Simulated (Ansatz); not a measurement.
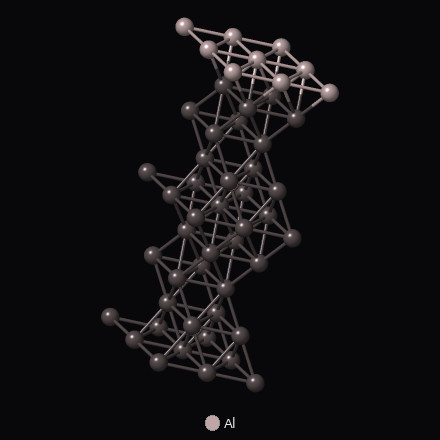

The system is O on an Al(001) slab cut from the P6_3/mmc phase, its upper half relaxed before the scan (36 atoms of substrate and one adsorbate in a 2 × 2 cell); the picture shows it without the atoms that are moved over the map. 
- O is moved over the surface cell; relaxed at each place: the height of the adsorbate's atoms; substrate rigid; the origin of the map has the adsorbate above Al33.
- Places are given modulo a cell vector. The map is drawn in real space over the plane of the surface.
- Grid: 6 × 6 points; 10 points were computed and 26 follow by symmetry.
- Places are given in fractions of the 1 × 1 surface cell.
- All energies are given in eV relative to the lowest grid point.
- Computed with Ansatz, DFT PBE, scalar-relativistic, plane waves, PAW. Settings: cutoff 420 eV, k-mesh 6×6×1, gaussian smearing 0.1 eV, no spin polarisation.

Range: position of O37 along the first surface vector from 0.000 to 0.833; position of O37 along the second surface vector from 0.000 to 0.833.

> Predict the map.

The lowest grid point is at a threefold hollow over a third-layer Al atom, (2/6, 4/6) of the cell vectors. A higher local minimum lies near a threefold hollow over a second-layer Al atom, (4/6, 2/6) of the cell vectors (0.41 eV above the lowest at that grid point). The highest grid point, the top site over a surface Al atom, (0/6, 0/6) of the cell vectors, lies 2.93 eV above the lowest. On the interpolated surface the easiest way out of the lowest well to the well at a threefold hollow over a second-layer Al atom, (4/6, 2/6) of the cell vectors passes a barrier of about 0.83 eV. At the lowest point the adsorbate has 3 Al at 1.85 Å as nearest neighbours, at the highest 1 Al at 1.67 Å. Its relaxed height above the top atom is 0.84 Å at the lowest and 1.67 Å at the highest point.

```tsv
second ↓, first →	0/6	1/6	2/6	3/6	4/6	5/6
5/6	2.69	2.12	0.88	0.88	2.12	2.69
4/6	1.87	0.88	0.00	0.88	1.87	2.20
3/6	0.79	0.88	0.88	0.79	1.10	1.10
2/6	1.87	2.12	1.87	1.10	0.41	1.10
1/6	2.69	2.69	2.20	1.10	1.10	2.20
0/6	2.93	2.69	1.87	0.79	1.87	2.69
```

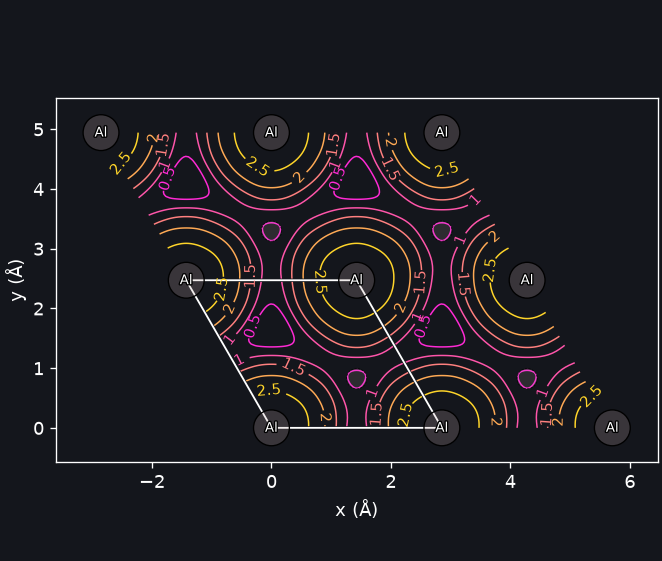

In the figure: contour lines labelled in eV, labelled circles for the atoms of the top layer and small ones for the second layer, the outline of one cell of the 2 × 2 shown. Between grid points the surface is interpolated.

Each point was launched as `ansatz run input.yaml --threads 4 --pin off --max-ram 12288MiB --backend cpu --events-out ev --progress --plain --runs-dir out`. The whole map (10 points run) took 13 min on 4 threads of Intel(R) Xeon(R) Platinum 8488C (Sapphire Rapids), with other jobs on the host.

PAW datasets: the set soft_1.
